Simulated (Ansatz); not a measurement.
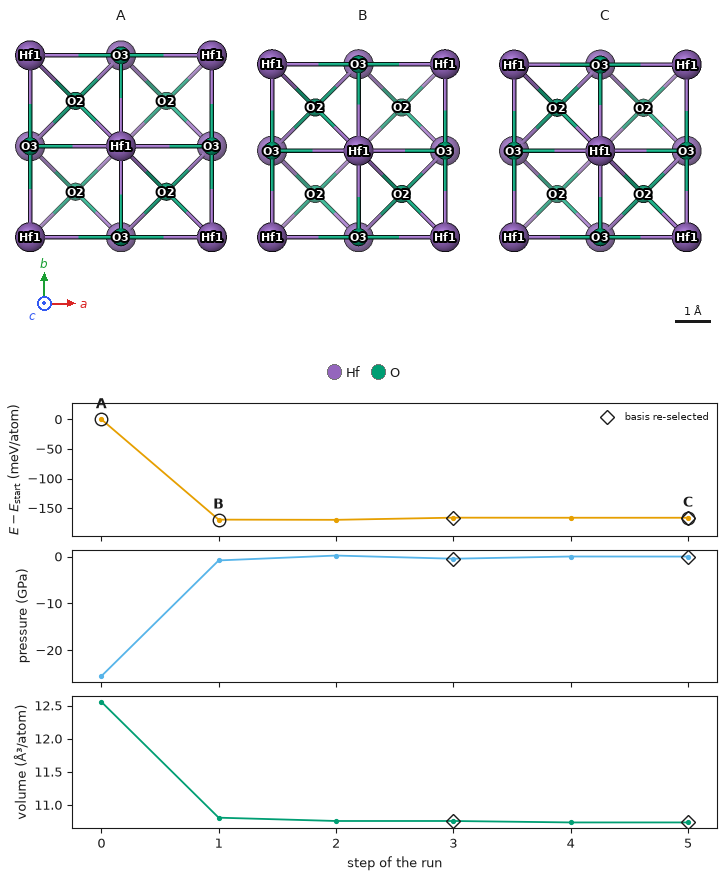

Frames of a relaxation of a crystal of HfO₂ (a generated structure, set up in F-43m) (coarse preliminary run), marked on the history of the run. A ball-and-stick model of the conventional cell (4 times the calculation's cell), seen along the c axis. Lengths and directions refer to the drawn axes.

The calculation used DFT PBE, scalar-relativistic, plane waves, PAW in Ansatz.

Input file:
```yaml
crystal:
  lattice:
    - [0.0, 2.66064308, 2.66064308]
    - [2.66064308, 0.0, 2.66064308]
    - [2.66064308, 2.66064308, 0.0]
  atoms:
    - { symbol: Hf, position: [0.0, 0.0, 0.0] }
    - { symbol: O, position: [0.75, 0.75, 0.75] }
    - { symbol: O, position: [0.5, 0.5, 0.5] }
basis:
  ecutwfc: 420
kpoints:
  mp_grid: { grid: [6, 6, 6] }
hamiltonian:
  xc: pbe
scf:
  occupations: { method: gaussian, width: 0.1 }
  lower_state_search: "off"
output:
  forces: true
  stress: true
  eigenvalues: true
relax:
  adjacent_minimum: "off"
  f_tol: 0.04
  max_steps: 70
  cell: { stress_tol: 0.4 }
```

Launched with:
```bash
ansatz run input.yaml --threads 1 --pin off --max-ram 2560MiB --backend cpu --events-out ev --progress --plain --runs-dir out
```

> What happens along the run?

No atom moves by more than 0.005 Å relative to the cell. Cell: a = b = c 5.321 → 5.051 Å (−5.1 %). Volume −14.5 %. Among the contacts that change: Hf1–O3 2.661 → 2.525 Å, Hf1–O2 2.304 → 2.187 Å. The space group stays F-43m (No. 216). Over 3 accepted moves (5 points after the start) the energy falls by 166 meV per atom. All forces vanish by symmetry, so only the cell relaxes. Pressure: −25.52 GPa at the start and 0.00 GPa at the end. The SCF was repeated twice at an unchanged geometry on a basis and grid sized afresh for the cell, which shifted the energy by 3.6 meV per atom at most. From step 0 to 1: volume −13.9 %, energy −169 meV per atom. From step 1 to 5: volume −0.7 %, energy +3.2 meV per atom.

| step | E − E(0), meV/atom | pressure, GPa | volume, Å³/atom | note |
| --- | --- | --- | --- | --- |
| 0 | 0.00 | -25.52 | 12.556 |  |
| 1 | -169.33 | -0.82 | 10.808 |  |
| 2 | -169.66 | 0.22 | 10.758 |  |
| 3 | -166.02 | -0.46 | 10.758 | same geometry, new basis |
| 4 | -166.15 | 0.01 | 10.736 |  |
| 5 | -166.15 | 0.00 | 10.736 | same geometry, new basis |
